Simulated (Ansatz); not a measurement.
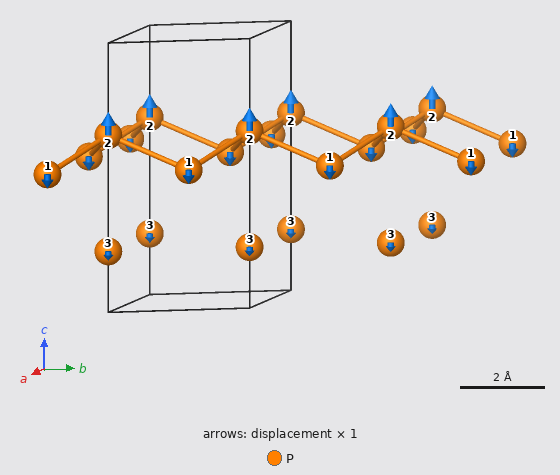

A relaxation of a crystal of P (a generated structure, set up in P3m1) (coarse preliminary run). The starting structure is drawn; blue arrows show the displacements (the part carried along by the change of the cell is left out), at their true length.

Style: ball-and-stick. Shown: the cell of the calculation, repeated 1 × 2 × 1 with one cell outlined, slightly off an axis.

Method: DFT PBE, scalar-relativistic, plane waves, PAW in Ansatz 0.2.0. (plane-wave cutoff 420 eV; k-point mesh 6 × 6 × 4; occupations gaussian; smearing width 0.1 eV; no spin polarisation; cell and atoms relaxed; force threshold 0.04 eV/Å; at most 70 steps)

### Describe the change and its energy.

Over 12 accepted moves (14 points after the start) the energy falls by 663 meV per atom. Largest force component: 3 eV/Å at the start, 0.0067 eV/Å at the end. Pressure: 2.55 GPa at the start and −0.01 GPa at the end. The line search rejected the trial step at point 8 of the run. At 1 point the geometry stayed and the basis and grid were re-selected for the new cell (energy shift of 0.2 meV per atom at most each time). The atom that moves furthest relative to the cell is P2 (0.56 Å along +c). The volume changes by −23.4 %, with a = b 3.460 → 3.382 Å (−2.3 %), c 6.474 → 5.190 Å (−19.8 %). Some distances before and after: P2–P3 3.677 → 2.167 Å, P1–P3 2.848 → 2.469 Å, P1–P2 2.140 → 2.469 Å. New bonds form: P2–P3 (3.68 → 2.17 Å). Bond angles that change, for instance: P2–P1–P2 107.9° → 86.4°. The space group (tolerance 0.01 Å) goes from P3m1 (No. 156) to P-6m2 (No. 187). The run took 30 s on 1 thread of Arm Neoverse V2, on a shared host, peak memory 0.31 GiB.
